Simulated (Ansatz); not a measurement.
System: Mo (interface cell).

The calculation's input:

```
crystal:
  lattice:
    - [3.1604413621, 0.0, 0.0]
    - [0.0, 7.0669617246, 0.0]
    - [0.0, 0.0, 14.4339234492]
  atoms:
    - { symbol: Mo, position: [0.0, 0.4, 0.0734411723] }
    - { symbol: Mo, position: [0.0, 0.8, 0.1713627353] }
    - { symbol: Mo, position: [0.0, 0.2, 0.2692842984] }
    - { symbol: Mo, position: [0.0, 0.6, 0.3672058614] }
    - { symbol: Mo, position: [0.5, 0.7, 0.0244803908] }
    - { symbol: Mo, position: [0.5, 0.1, 0.1224019538] }
    - { symbol: Mo, position: [0.5, 0.5, 0.2203235168] }
    - { symbol: Mo, position: [0.5, 0.9, 0.3182450799] }
    - { symbol: Mo, position: [0.5, 0.3, 0.4161666429] }
    - { symbol: Mo, position: [0.0, 1.0, 0.4651274244] }
    - { symbol: Mo, position: [0.0, 0.9, 0.9161666429] }
    - { symbol: Mo, position: [0.0, 0.3, 0.8182450799] }
    - { symbol: Mo, position: [0.0, 0.7, 0.7203235168] }
    - { symbol: Mo, position: [0.0, 0.1, 0.6224019538] }
    - { symbol: Mo, position: [0.5, 0.2, 0.9651274244] }
    - { symbol: Mo, position: [0.5, 0.6, 0.8672058614] }
    - { symbol: Mo, position: [0.5, 0.0, 0.7692842984] }
    - { symbol: Mo, position: [0.5, 0.4, 0.6713627353] }
    - { symbol: Mo, position: [0.5, 0.8, 0.5734411723] }
    - { symbol: Mo, position: [0.0, 0.5, 0.5244803908] }
basis:
  ecutwfc: 420
kpoints:
  mp_grid: { grid: [10, 6, 3] }
hamiltonian:
  xc: pbe
scf:
  occupations: { method: gaussian, width: 0.1 }
output:
  forces: true
  stress: true
  eigenvalues: true
  populations: true
  write_density: true
  write_potential: true
  elf: true
  volumetric_format: npy
relax:
  adjacent_minimum: "off"
  f_tol: 0.02
  max_steps: 60
  cell: { fix: [a, b, alpha, beta, gamma], stress_tol: 0.1 }
```

Run with:

```sh
ansatz run input.yaml --threads 4 --pin off --max-ram 11264MiB --backend cpu --events-out ev --progress --plain --runs-dir out
```

The fields are those of the relaxed geometry.

Computed without spin polarisation.

The calculation used DFT PBE, scalar-relativistic, plane waves, PAW (Ansatz 0.2.0).

> Predict the valence pseudo-density and electron localisation function between the atoms.

Mo–Mo (2.62 Å): the density is about 0.47 e/Å³ at the midpoint; the ELF is about 0.35 at the midpoint.

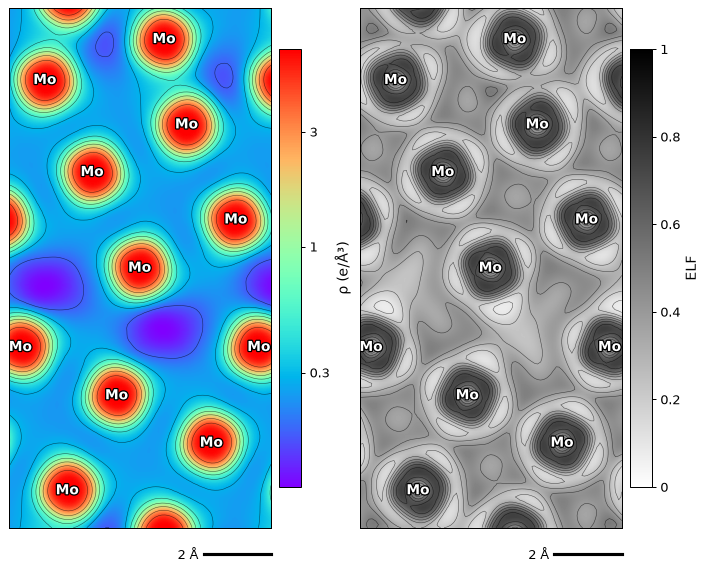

Computed valence pseudo-density and electron localisation function on the (100) plane of the calculation cell, in this order. 

The density is the valence pseudo-density of a PAW calculation; it isn't the true density close to the nuclei.
